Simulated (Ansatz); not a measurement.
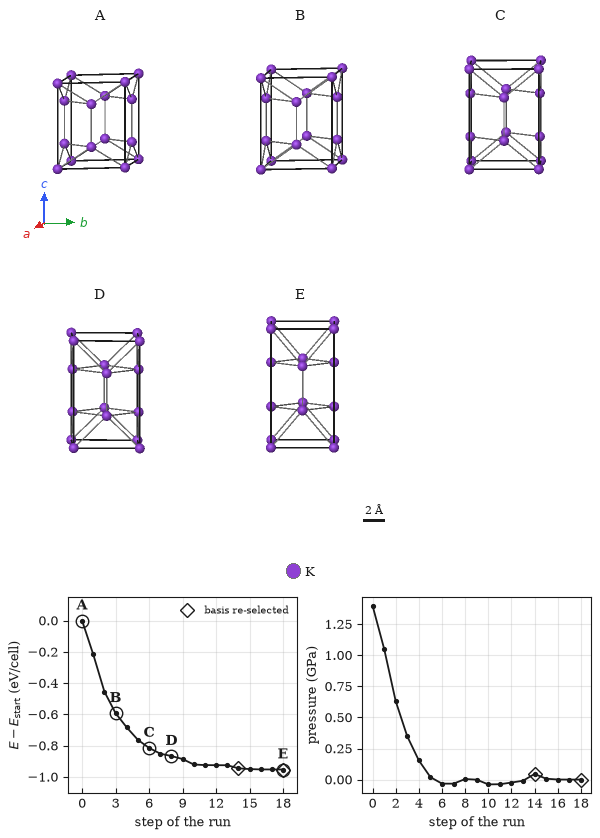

Frames of a relaxation of solid K (set up in Cmmm), marked on the history of the run. A ball-and-stick model of the cell of the calculation, seen slightly off an axis.

The calculation used Ansatz 0.2.0, DFT r2SCAN, scalar-relativistic, plane waves, PAW.

The input:
```yaml
crystal:
  lattice:
    - [3.701, -5.524, 0.0]
    - [3.701, 5.524, 0.0]
    - [0.0, 0.0, 8.367]
  atoms:
    - { symbol: K, position: [0.5, 0.0, 0.25] }
    - { symbol: K, position: [0.0, 0.5, 0.75] }
    - { symbol: K, position: [0.0, 0.5, 0.25] }
    - { symbol: K, position: [0.5, 0.0, 0.75] }
    - { symbol: K, position: [0.0, 0.0, 0.0] }
basis:
  ecutwfc: 500
kpoints:
  mp_grid: { grid: [6, 6, 4] }
hamiltonian:
  xc: r2scan
scf:
  occupations: { method: gaussian, width: 0.1 }
output:
  forces: true
  stress: true
  eigenvalues: true
relax:
  adjacent_minimum: "off"
  f_tol: 0.005
  max_steps: 80
  cell: { stress_tol: 0.05 }
```

Launched with:
```bash
ansatz run input.yaml --threads 1 --pin off --max-ram 2560MiB --backend cpu --events-out ev --progress --plain --runs-dir out
```

Question: Describe the path.

Answer: The largest moves relative to the cell, 0.74 Å, are those of K1, K2, K3 and K4. K1 goes along +c. The drawn cell changes as follows: a = b 6.649 → 6.106 Å (−8.2 %), c 8.367 → 11.595 Å (+38.6 %), γ 112.4° → 90.0°; the volume changes by +26.4 %. Near-neighbour distances that change, for instance: K1–K3 5.524 → 4.319 Å, K1–K5 3.928 → 4.749 Å, K1–K3 (another image) 3.701 → 4.317 Å, K1–K4 4.183 → 4.321 Å. Among the angles between lasting bonds that change: K5–K1–K5 115.6° → 80.0°, K4–K1–K5 122.2° → 140.0°. The space group (tolerance 0.01 Å) goes from Cmmm (No. 65) to P4/mmm (No. 123). After 16 accepted moves (18 points after the start) the energy has fallen by 0.953 eV per cell of the calculation. The largest force component goes from 0.26 to 0.00048 eV/Å. The pressure goes from 1.40 to 0.00 GPa. The SCF was repeated twice at an unchanged geometry on a basis and grid sized afresh for the cell, which shifted the energy by 19.6 meV per cell of the calculation at most. From step 0 to 3: K atoms move most (0.15 Å), volume +21.2 %, energy −0.593 eV per cell of the calculation. From step 3 to 6: K atoms move most (0.17 Å), volume +7.4 %, energy −0.222 eV per cell of the calculation. From step 6 to 8: K atoms move most (0.18 Å), volume −3.7 %, energy −51.8 meV per cell of the calculation. From step 8 to 18: K atoms move most (0.15 Å), volume +0.8 %, energy −86.1 meV per cell of the calculation.

```json
{"step": "0", "E − E(0), meV/atom": "0.00", "largest force component, eV/Å": "0.2621", "pressure, GPa": "1.40", "volume, Å³/atom": "68.423", "note": ""}
{"step": "1", "E − E(0), meV/atom": "-43.34", "largest force component, eV/Å": "0.1813", "pressure, GPa": "1.05", "volume, Å³/atom": "71.868", "note": ""}
{"step": "2", "E − E(0), meV/atom": "-91.01", "largest force component, eV/Å": "0.0800", "pressure, GPa": "0.63", "volume, Å³/atom": "77.446", "note": ""}
{"step": "3", "E − E(0), meV/atom": "-118.50", "largest force component, eV/Å": "0.0371", "pressure, GPa": "0.35", "volume, Å³/atom": "82.921", "note": ""}
{"step": "4", "E − E(0), meV/atom": "-136.72", "largest force component, eV/Å": "0.0193", "pressure, GPa": "0.15", "volume, Å³/atom": "87.032", "note": ""}
{"step": "5", "E − E(0), meV/atom": "-152.65", "largest force component, eV/Å": "0.0171", "pressure, GPa": "0.02", "volume, Å³/atom": "89.139", "note": ""}
{"step": "6", "E − E(0), meV/atom": "-162.97", "largest force component, eV/Å": "0.0110", "pressure, GPa": "-0.03", "volume, Å³/atom": "89.078", "note": ""}
{"step": "7", "E − E(0), meV/atom": "-170.26", "largest force component, eV/Å": "0.0006", "pressure, GPa": "-0.03", "volume, Å³/atom": "87.732", "note": ""}
{"step": "8", "E − E(0), meV/atom": "-173.33", "largest force component, eV/Å": "0.0079", "pressure, GPa": "0.00", "volume, Å³/atom": "85.795", "note": ""}
{"step": "9", "E − E(0), meV/atom": "-177.15", "largest force component, eV/Å": "0.0059", "pressure, GPa": "0.00", "volume, Å³/atom": "85.928", "note": ""}
{"step": "10", "E − E(0), meV/atom": "-184.15", "largest force component, eV/Å": "0.0034", "pressure, GPa": "-0.04", "volume, Å³/atom": "86.219", "note": ""}
{"step": "11", "E − E(0), meV/atom": "-184.91", "largest force component, eV/Å": "0.0065", "pressure, GPa": "-0.04", "volume, Å³/atom": "85.531", "note": ""}
{"step": "12", "E − E(0), meV/atom": "-185.05", "largest force component, eV/Å": "0.0015", "pressure, GPa": "-0.02", "volume, Å³/atom": "85.305", "note": ""}
{"step": "13", "E − E(0), meV/atom": "-185.10", "largest force component, eV/Å": "0.0005", "pressure, GPa": "-0.01", "volume, Å³/atom": "84.931", "note": ""}
{"step": "14", "E − E(0), meV/atom": "-189.01", "largest force component, eV/Å": "0.0011", "pressure, GPa": "0.05", "volume, Å³/atom": "84.931", "note": "same geometry, new basis"}
{"step": "15", "E − E(0), meV/atom": "-190.02", "largest force component, eV/Å": "0.0020", "pressure, GPa": "0.01", "volume, Å³/atom": "86.175", "note": ""}
{"step": "16", "E − E(0), meV/atom": "-190.46", "largest force component, eV/Å": "0.0005", "pressure, GPa": "0.00", "volume, Å³/atom": "86.436", "note": ""}
{"step": "17", "E − E(0), meV/atom": "-190.50", "largest force component, eV/Å": "0.0005", "pressure, GPa": "0.00", "volume, Å³/atom": "86.475", "note": ""}
{"step": "18", "E − E(0), meV/atom": "-190.56", "largest force component, eV/Å": "0.0005", "pressure, GPa": "0.00", "volume, Å³/atom": "86.475", "note": "same geometry, new basis"}
```
